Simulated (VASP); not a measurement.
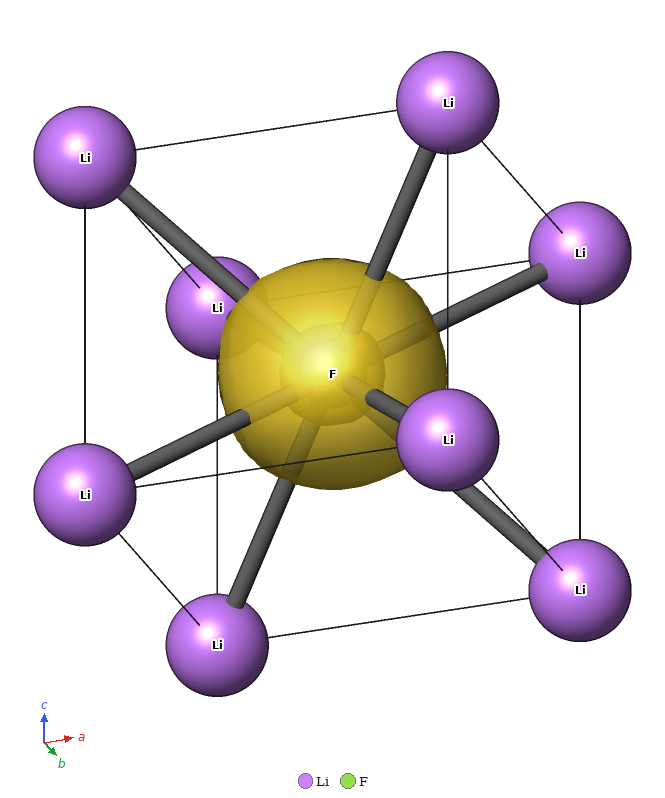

Figure 1: LiF. Isosurface of the ELF at 0.75 (yellow), seen at an oblique angle. Only the valence region is drawn (cores and ρ < 0.01 e/Å³ removed). Sticks mark near contacts.

Space group P4/mmm; a structure from a database of computed crystals, not necessarily the ambient phase; changed on purpose from its base cell (strain -0.0400 x Voigt [0, 1, 0, 0, 0, 0], atoms carried along); computed pressure about 3 GPa in this cell.

Method: Kohn-Sham DFT of a periodic cell, PBE, VASP PAW PBE potentials, recommended in VASP.

Core electrons are frozen (PAW), and the valence fields are smoothed inside the atomic spheres.

Q: Describe the localisation domains.

A: The ELF exceeds this value in one region wrapped around F (its valence shell), counted in one cell of 2 atoms. Any copies at cell faces, edges or corners count once. Profiles from the grid: Li–F (2.19 Å): the ELF peaks at about 0.85 in the valence shell of F, 0.6 Å from its nucleus, and is about 0.35 at the midpoint; a closed-shell, largely ionic contact.
